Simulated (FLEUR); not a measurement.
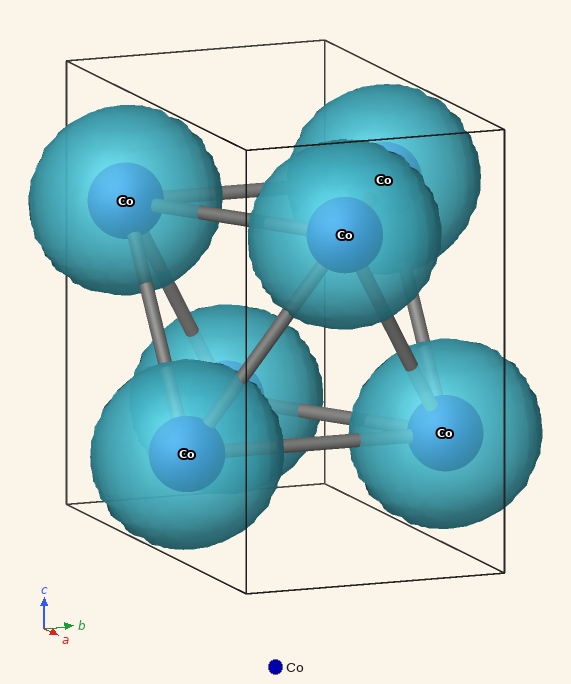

Co. Isosurface of the electron density at 0.8 e/Å³ (cyan), seen slightly off an axis. Sticks mark near contacts.

Space group C2/m; a structure from a database of computed crystals, not necessarily the ambient phase; changed on purpose from its base cell (atoms moved at random by about 0.05 A); spin-polarised.

Computed with FLEUR, Kohn-Sham DFT of a periodic cell, PBE, all-electron.

### Which contacts does the surface bridge?

At this value the density breaks into separate islands. It bridges none of the near contacts. It is pinched off along the shortest Co–Co (2.45 Å) and Co–Co (2.49 Å) contacts. On the grid the lowest density along these lines, outside the cores, is 0.37 e/Å³ (Co–Co, 2.45 Å) and 0.34 e/Å³ (Co–Co, 2.49 Å).

### How are the moments arranged in this solution?

Parallel moments (a ferromagnetic arrangement) in this solution; site moments Co: +1.7 μB (×4) in one cell of 4 atoms.
